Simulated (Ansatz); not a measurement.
# Geometry relaxation of ZnS

System: ZnS (2 atoms in the cell).
Method: DFT, PBE, plane waves, PAW, no spin polarisation (Ansatz 0.2.0).

The structure derives from an entry of the Crystallography Open Database. Figures and captions count atoms from 1; the log counts them from 0 in places.

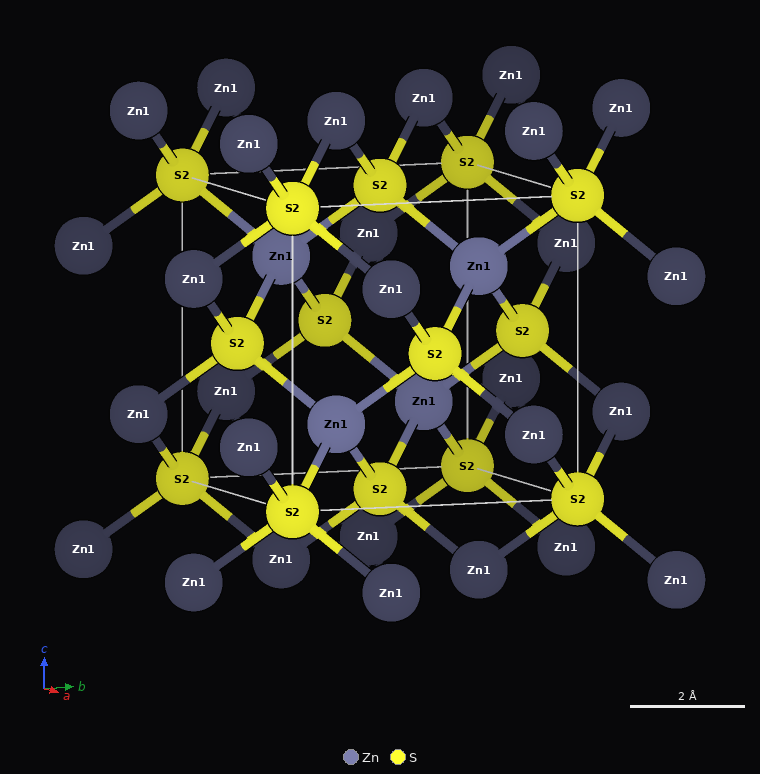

*The structure as given in the input (ball-and-stick view of the cell 4 times as large as that of the calculation, set on its symmetry axes, seen slightly off an axis; neighbours outside the cell are drawn fainter; atoms are numbered from 1 in the order of the input).*

Near neighbours in the crystal (not all of them lie inside the picture): Zn has 4 S at 2.34 Å; S has 4 Zn at 2.34 Å.

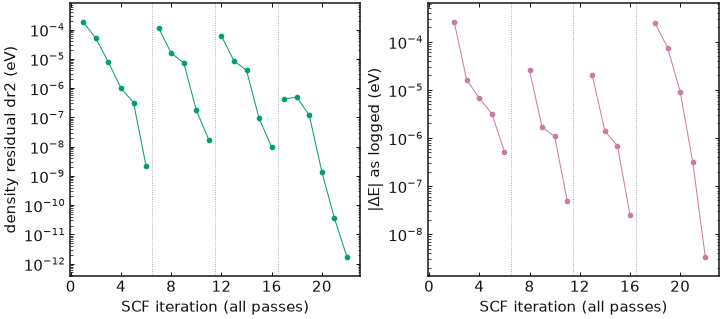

*Convergence of the self-consistent field: density residual dr2 and size of the energy change against the SCF iteration. The dotted lines part the SCF passes of the relaxation: geometry steps, rejected trials and re-solves on a re-selected basis.*

The passes take 6, 5, 5 and 6 iterations.

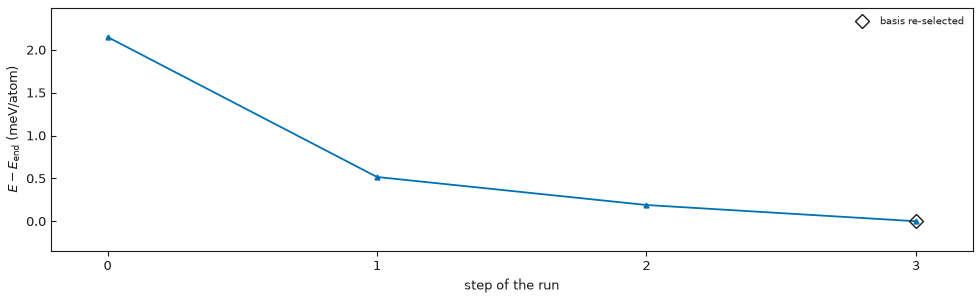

*Progress of the relaxation, step by step (the first geometry is step 0 here and step 1 in the log).*

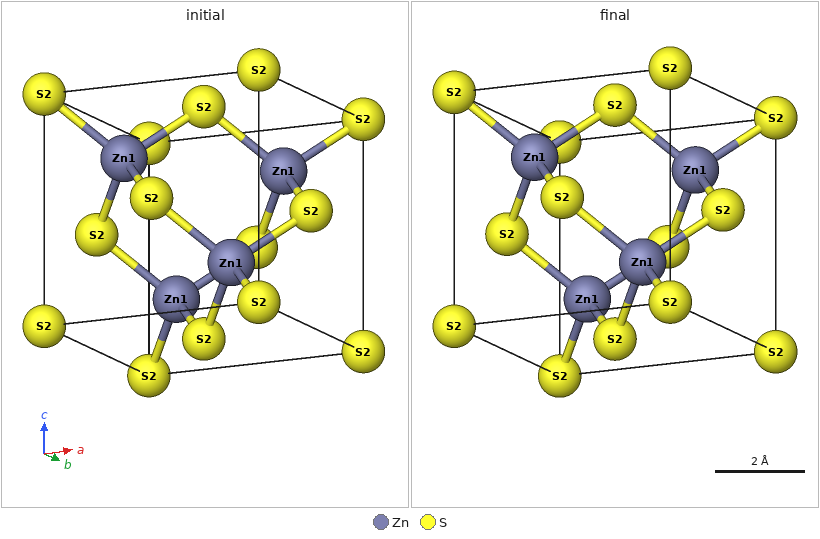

*Before (left) and after (right) the relaxation, at one scale (ball-and-stick view of the cell 4 times as large as that of the calculation, set on its symmetry axes, seen at an oblique angle).*

The atoms keep their places relative to the cell (all moves are under 0.005 Å). Cell: a = b = c 5.404 → 5.443 Å (+0.7 %). Volume +2.2 %. Among the contacts that change: Zn1–S2 2.340 → 2.357 Å. The space group stays F-43m (No. 216). The energy falls by 2.0 meV per atom in 2 geometry steps. All forces vanish by symmetry, so only the cell relaxes. Pressure: 1.60 GPa at the start and 0.02 GPa at the end. A last SCF at the same geometry on a re-selected plane-wave basis shifts the energy by −0.2 meV per atom. (Atoms are counted from 1 in the order of the input.)

These pictures come from the run below.

## Input file
```yaml
crystal:
  lattice:
    - [0.0, 2.702, 2.702]
    - [2.702, 0.0, 2.702]
    - [2.702, 2.702, 0.0]
  atoms:
    - { symbol: Zn, position: [0.25, 0.25, 0.25] }
    - { symbol: S, position: [0.0, 0.0, 0.0] }
kpoints:
  mp_grid: { grid: [8, 8, 8] }
hamiltonian:
  xc: pbe
scf:
  occupations: { method: fermi_dirac, width: 0.02 }
relax:
  f_tol: 0.005
  cell: {}
```

Launched with:
```bash
ansatz run input.yaml --threads 2 --pin off --max-ram 4608MiB --backend cpu --events-out ev --progress --plain --runs-dir out
```

## The program's output
```
Engine: ansatz 0.2.0, aarch64-unknown-linux-gnu
Pseudopotentials: kind: paw
Pseudopotential: Zn, paw, valence charge 12, recommended cutoff 420 eV (normal), Zn.paw.azcp
Pseudopotential: S, paw, valence charge 6, recommended cutoff 420 eV (normal), S.paw.azcp
Functional definition: PBE
  parameter kappa = 0.804
  parameter beta = 0.06672455060314922
  exchange = pbe_x(kappa = kappa, mu = beta*pi^2/3)
  correlation = pbe_c(beta = beta)
Crystal: 2 atoms, lattice volume = 39.454 Å³
Basis set: ecut = 420 eV, 749 PW (Γ), exchange–correlation on 54×54×54 points (8 copies of the dense FFT grid, shifted against one another)
Bands: 13, of which v1, the nominal top of the filled ones, is band 9 counted from 1 (8 counted from 0)
Symmetry: 24 space group operations
Space group: F-43m (ITA 216), of the structure as read, at distance tolerance 3.4e-5 Å
k-points: 29 of 512 (time reversal used)
Non-local potential: Zn, projectors of the file, l = 0: 2, l = 1: 2, l = 2: 3, l = 3: 1
Non-local potential: S, projectors of the file, l = 0: 2, l = 1: 2, l = 2: 2
PAW form: soft (Blöchl's): semilocal exchange-correlation on the pseudo side does not see the compensation charge
PAW one-centre angular grid: Zn, 590 points (default); XC on 64 Gauss nodes
PAW one-centre angular grid: S, 110 points (default); XC on 64 Gauss nodes
Initial density: superposition of atomic densities (neutral atoms: chi_scale 0, normalization atom), corrected by the library's trained network
Initial wavefunctions: pseudopotential atomic-orbital guess
Functional: x = pbe(κ = 0.804, μ = 0.2195149727645171), c = pbe(β = 0.06672455060314922)
SCF iter   1: F=—  HF=-4222.729593 eV  |F-HF|=—  |Δ(HF+E_count)|=         —  Δρ=5.92e-4  dr2=1.79e-4  ethr=1.77e-3  ⟨swp⟩=5.8  Hψ=2306  notcnv=0
preconditioner: auto → none  [insulator: Δε(μ)=2.102 eV  Ē_g=12.204 eV  σ=0.020 eV  W_gap=1.00  n_scr=14 (ndim 8)  ℏωp=25.1 eV  f_vac=0.026  D(μ)=0.00/eV (n_scr^D=0)  ε∞_Penn≈5.2]
SCF iter   2: F=—  HF=-4222.729851 eV  |F-HF|=—  |Δ(HF+E_count)|=   2.57e-4  Δρ=5.25e-4  dr2=5.01e-5  ethr=9.94e-7  ⟨swp⟩=2.6  Hψ=972  notcnv=0
SCF iter   3: F=—  HF=-4222.729867 eV  |F-HF|=—  |Δ(HF+E_count)|=   1.60e-5  Δρ=1.66e-4  dr2=7.65e-6  ethr=2.78e-7  ⟨swp⟩=2.0  Hψ=609  notcnv=0
SCF iter   4: F=—  HF=-4222.729873 eV  |F-HF|=—  |Δ(HF+E_count)|=   6.76e-6  Δρ=7.02e-5  dr2=9.82e-7  ethr=4.25e-8  ⟨swp⟩=2.0  Hψ=609  notcnv=0
SCF iter   5: F=—  HF=-4222.729877 eV  |F-HF|=—  |Δ(HF+E_count)|=   3.18e-6  Δρ=3.45e-5  dr2=3.19e-7  ethr=5.46e-9  ⟨swp⟩=2.0  Hψ=638  notcnv=0
SCF iter   6: F=-4222.729877 eV  HF=-4222.729877 eV  |F-HF|=8.08e-9  |Δ(HF+E_count)|=   5.22e-7  Δρ=3.57e-6  dr2=2.15e-9  ethr=5.56e-10  ⟨swp⟩=2.6  Hψ=1434  notcnv=0
SCF 1 converged in 6 iterations: F = -4222.729877 eV  dr2 = 2.15e-9
  greatest PAW one-centre occupation: 0.983 electrons in one spin orbital (limit 2), on the Zn atom at site 0 (counted from 0), in its partial waves of l = 2
relax step   1: F+E_penalty+E_count = -4222.72987708 eV  Δ(F+E_penalty+E_count) = +0.000e0 eV  max|allowed force component| = 1.665e-16 eV/Å  Δτ_max = 0.0000 Å  P = +1.599 GPa  Ω = 39.454 Å³  (6 SCF iters, dr2 threshold 1.00e-7 eV, accepted)
Crystal: 2 atoms, lattice volume = 39.944 Å³
Initial density: handed on by an earlier stage of this run
Initial wavefunctions: those handed on with the density
iter 1 solved again at ethr=8.48e-7 eV; its pass at ethr=3.10e-3 eV (dr2=1.53e-4 eV) is discarded
SCF iter   1: F=—  HF=-4222.733169 eV  |F-HF|=—  |Δ(HF+E_count)|=         —  Δρ=5.49e-4  dr2=1.13e-4  ethr=8.48e-7  ⟨swp⟩=2.0  Hψ=2693  notcnv=0
preconditioner: auto → none  [insulator: Δε(μ)=2.055 eV  Ē_g=12.143 eV  σ=0.020 eV  W_gap=1.00  n_scr=14 (ndim 8)  ℏωp=24.9 eV  f_vac=0.027  D(μ)=0.00/eV (n_scr^D=0)  ε∞_Penn≈5.2]
SCF iter   2: F=—  HF=-4222.733144 eV  |F-HF|=—  |Δ(HF+E_count)|=   2.54e-5  Δρ=1.94e-4  dr2=1.57e-5  ethr=6.29e-7  ⟨swp⟩=3.0  Hψ=638  notcnv=0
SCF iter   3: F=—  HF=-4222.733146 eV  |F-HF|=—  |Δ(HF+E_count)|=   1.68e-6  Δρ=1.82e-4  dr2=7.21e-6  ethr=8.70e-8  ⟨swp⟩=2.0  Hψ=609  notcnv=0
SCF iter   4: F=—  HF=-4222.733144 eV  |F-HF|=—  |Δ(HF+E_count)|=   1.08e-6  Δρ=2.36e-5  dr2=1.75e-7  ethr=1.11e-9  ⟨swp⟩=3.7  Hψ=1670  notcnv=0
SCF iter   5: F=-4222.733144 eV  HF=-4222.733144 eV  |F-HF|=1.29e-8  |Δ(HF+E_count)|=   4.98e-8  Δρ=8.41e-6  dr2=1.68e-8  ethr=9.73e-10  ⟨swp⟩=4.1  Hψ=1283  notcnv=0
SCF 2 converged in 5 iterations: F = -4222.733144 eV  dr2 = 1.68e-8
relax step   2: F+E_penalty+E_count = -4222.73314442 eV  Δ(F+E_penalty+E_count) = -3.267e-3 eV  max|allowed force component| = 8.558e-17 eV/Å  Δτ_max = 0.0000 Å  P = +0.679 GPa  Ω = 39.944 Å³  energy of the carried Pulay correction = -2.050e-4 eV  (5 SCF iters, dr2 threshold 2.00e-7 eV, accepted)
Crystal: 2 atoms, lattice volume = 40.314 Å³
iter 1 solved again at ethr=4.80e-7 eV; its pass at ethr=3.10e-3 eV (dr2=8.63e-5 eV) is discarded
SCF iter   1: F=—  HF=-4222.733818 eV  |F-HF|=—  |Δ(HF+E_count)|=         —  Δρ=3.96e-4  dr2=6.01e-5  ethr=4.80e-7  ⟨swp⟩=2.0  Hψ=2681  notcnv=0
preconditioner: auto → none  [insulator: Δε(μ)=2.016 eV  Ē_g=12.099 eV  σ=0.020 eV  W_gap=1.00  n_scr=14 (ndim 8)  ℏωp=24.8 eV  f_vac=0.028  D(μ)=0.00/eV (n_scr^D=0)  ε∞_Penn≈5.2]
SCF iter   2: F=—  HF=-4222.733798 eV  |F-HF|=—  |Δ(HF+E_count)|=   2.01e-5  Δρ=1.45e-4  dr2=8.47e-6  ethr=3.34e-7  ⟨swp⟩=2.8  Hψ=602  notcnv=0
SCF iter   3: F=—  HF=-4222.733799 eV  |F-HF|=—  |Δ(HF+E_count)|=   1.40e-6  Δρ=1.33e-4  dr2=4.03e-6  ethr=4.70e-8  ⟨swp⟩=2.0  Hψ=609  notcnv=0
SCF iter   4: F=—  HF=-4222.733798 eV  |F-HF|=—  |Δ(HF+E_count)|=   6.80e-7  Δρ=1.75e-5  dr2=9.15e-8  ethr=1.11e-9  ⟨swp⟩=3.4  Hψ=1644  notcnv=0
SCF iter   5: F=-4222.733798 eV  HF=-4222.733798 eV  |F-HF|=7.55e-9  |Δ(HF+E_count)|=   2.53e-8  Δρ=6.36e-6  dr2=9.79e-9  ethr=5.08e-10  ⟨swp⟩=4.0  Hψ=1273  notcnv=0
SCF 3 converged in 5 iterations: F = -4222.733798 eV  dr2 = 9.79e-9
relax step   3: F+E_penalty+E_count = -4222.73379833 eV  Δ(F+E_penalty+E_count) = -6.539e-4 eV  max|allowed force component| = 7.633e-17 eV/Å  Δτ_max = 0.0000 Å  P = +0.025 GPa  Ω = 40.314 Å³  energy of the carried Pulay correction = -3.580e-4 eV  (5 SCF iters, dr2 threshold 2.00e-7 eV, accepted)
Initial wavefunctions: pseudopotential atomic-orbital guess (no wavefunctions were taken with the density)
iter 1 solved again at ethr=1.93e-7 eV; its pass at ethr=3.10e-3 eV (dr2=3.47e-5 eV) is discarded
SCF iter   1: F=—  HF=-4222.733849 eV  |F-HF|=—  |Δ(HF+E_count)|=         —  Δρ=1.71e-4  dr2=4.21e-7  ethr=1.93e-7  ⟨swp⟩=3.0  Hψ=3258  notcnv=0
preconditioner: auto → none  [insulator: Δε(μ)=2.017 eV  Ē_g=12.099 eV  σ=0.020 eV  W_gap=1.00  n_scr=14 (ndim 8)  ℏωp=24.8 eV  f_vac=0.027  D(μ)=0.00/eV (n_scr^D=0)  ε∞_Penn≈5.2]
SCF iter   2: F=—  HF=-4222.734093 eV  |F-HF|=—  |Δ(HF+E_count)|=   2.44e-4  Δρ=9.60e-5  dr2=4.92e-7  ethr=2.34e-9  ⟨swp⟩=2.0  Hψ=634  notcnv=0
SCF iter   3: F=—  HF=-4222.734168 eV  |F-HF|=—  |Δ(HF+E_count)|=   7.52e-5  Δρ=3.35e-5  dr2=1.17e-7  ethr=2.34e-9  ⟨swp⟩=2.0  Hψ=609  notcnv=0
SCF iter   4: F=—  HF=-4222.734177 eV  |F-HF|=—  |Δ(HF+E_count)|=   9.13e-6  Δρ=5.67e-6  dr2=1.36e-9  ethr=6.49e-10  ⟨swp⟩=2.0  Hψ=609  notcnv=0
SCF iter   5: F=—  HF=-4222.734177 eV  |F-HF|=—  |Δ(HF+E_count)|=   3.12e-7  Δρ=5.98e-7  dr2=3.53e-11  ethr=7.54e-12  ⟨swp⟩=2.3  Hψ=640  notcnv=0
SCF iter   6: F=-4222.734177 eV  HF=-4222.734177 eV  |F-HF|=4.55e-12  |Δ(HF+E_count)|=   3.32e-9  Δρ=6.63e-8  dr2=1.68e-12  ethr=1.00e-12  ⟨swp⟩=5.4  Hψ=1550  notcnv=0
SCF 4 converged in 6 iterations: F = -4222.734177 eV  dr2 = 1.68e-12
relax step   4: F+E_penalty+E_count = -4222.73417737 eV  Δ(F+E_penalty+E_count) = -3.790e-4 eV  max|allowed force component| = 6.014e-17 eV/Å  Δτ_max = 0.0000 Å  P = +0.023 GPa  Ω = 40.314 Å³  stress off target by 2.34e-2 GPa  SCF on the basis re-selected at this cell (its energy is not comparable with the rows above)  (6 SCF iters)
basis re-selected at this cell: Δ(F+E_penalty+E_count) = -3.790e-4 eV, ΔP = -0.001 GPa vs the last step (what re-selecting the basis moved, of the pressure what is left beyond the Pulay correction that the steps carried, after the strain that the cell walked since its last selection, with what the two solves' SCF thresholds leave and, on support functions, any second-order correction that the steps lacked; it is no measure of the basis error at this ecutwfc). This SCF's stress stands 2.34e-2 GPa from its target on what of the cell is left free (relax.cell.stress_tol is 5.00e-2 GPa) and its largest allowed force component is 6.01e-17 eV/Å (relax.f_tol is 5.00e-3 eV/Å): within both
SCF converged after 6 iterations
Free energy (F): -4222.734177 eV
Harris-Foulkes:  -4222.734177 eV  (|F-HF|=4.55e-12)
Internal energy: -4222.734177 eV  (E = F + TS)
E sigma→0 (E₀):  -4222.734177 eV
Fermi energy:    6.528906 eV
--- Per-component energies (eV) ---
  E_band       = 1.398277
  E_kinetic    = 237.805884
  E_local      = -2054.972352  (includes V_loc(G=0)·N_el)
  E_nonlocal   = 642.906750
  E_hartree    = 858.791613
  E_xc         = -234.115024
  E_vxc        = -139.169922  (∫ρ·V_xc dr)
  E_paw        = -2428.751648  (= ΣΔE_a)
  E_vpaw       = -402.754984  (= ΣTr[D̂ρ^β])
  E_aug_tail   = -0.000348  (compensation charges beyond the density's cutoff)
  E_ewald      = -1244.399053
  E_smearing   = -0.000000  (= −TS)
  E_closure    = -0.000000  (closes the sum)
  Σ components = -4222.734177   (vs F -4222.734177, Δ=0.00e0)
--- Forces (eV/Å), atoms counted from 1 ---
  atom   1  Zn    -0.00000000     0.00000000     0.00000000
  atom   2  S      0.00000000    -0.00000000    -0.00000000
  max |Σ_I F_I| component: 2.78e-17 eV/Å
--- Stress (GPa, compression-positive) ---
        0.023411      -0.000000      -0.000000
        0.000000       0.023411       0.000000
       -0.000000       0.000000       0.023411
  P = ⅓ Tr σ = 0.0234 GPa (0.234 kbar)
--- Relaxed structure (3 steps of the walk, 3 accepted, 1 SCFs on fresh bases) ---
  F+E_penalty+E_count = -4222.73417737 eV   max|allowed force component| = 6.014e-17 eV/Å   (the final SCF, on the basis selected at the relaxed cell)
  cell:  # Å, volume = 40.3139 Å³
    - [5.697262854281381e-33, 2.721499058628717, 2.721499058628717]
    - [2.721499058628717, 6.1303694770775066e-33, 2.721499058628717]
    - [2.721499058628717, 2.721499058628717, 4.509404249112597e-33]
  atoms:
    - { symbol: Zn, position: [0.25, 0.25, 0.25] }
    - { symbol: S, position: [-6.0215009903853945e-34, 1.9972672828775227e-34, 9.169610016184911e-34] }
```

## Trajectory as extended XYZ (Å, eV, eV/Å), 4 frames, from step=1 to step=4
```
2
Lattice="0.0000 2.7020 2.7020 2.7020 0.0000 2.7020 2.7020 2.7020 0.0000" Properties=species:S:1:pos:R:3:forces:R:3 step=1 energy=-4222.72988 pressure_GPa=1.60
Zn    1.3510    1.3510    1.3510    0.0000   0.0000   0.0000
S     0.0000    0.0000    0.0000    0.0000   0.0000   0.0000
2
Lattice="0.0000 2.7131 2.7131 2.7131 0.0000 2.7131 2.7131 2.7131 0.0000" Properties=species:S:1:pos:R:3:forces:R:3 step=2 energy=-4222.73314 pressure_GPa=0.68
Zn    1.3566    1.3566    1.3566    0.0000   0.0000   0.0000
S     0.0000    0.0000    0.0000    0.0000   0.0000   0.0000
2
Lattice="0.0000 2.7215 2.7215 2.7215 0.0000 2.7215 2.7215 2.7215 0.0000" Properties=species:S:1:pos:R:3:forces:R:3 step=3 energy=-4222.73380 pressure_GPa=0.02
Zn    1.3607    1.3607    1.3607    0.0000   0.0000   0.0000
S     0.0000    0.0000    0.0000    0.0000   0.0000   0.0000
2
Lattice="0.0000 2.7215 2.7215 2.7215 0.0000 2.7215 2.7215 2.7215 0.0000" Properties=species:S:1:pos:R:3:forces:R:3 step=4 energy=-4222.73418 pressure_GPa=0.02
Zn    1.3607    1.3607    1.3607    0.0000   0.0000   0.0000
S     0.0000    0.0000    0.0000    0.0000   0.0000   0.0000
```

## Results in brief

| quantity | value |
| --- | --- |
| outcome | converged |
| space group (tolerance 0.01 Å) | F-43m (216) |
| electrons treated | 18 |
| free energy | −4222.7342 eV |
| Fermi energy | 6.529 eV |
| pressure | 0.02 GPa |
| final volume | 40.31 Å³ |
| largest force (length of the vector) at the end | under 0.001 eV/Å |
| final cell | a = 3.849 Å, b = 3.849 Å, c = 3.849 Å, α = 60.00°, β = 60.00°, γ = 60.00° |
| hardware | 2 threads of Arm Neoverse V1, 24 GiB of memory available, shared host |
| wall time | 3.5 s (CPU time 6.7 s) |
| peak memory | 0.31 GiB |
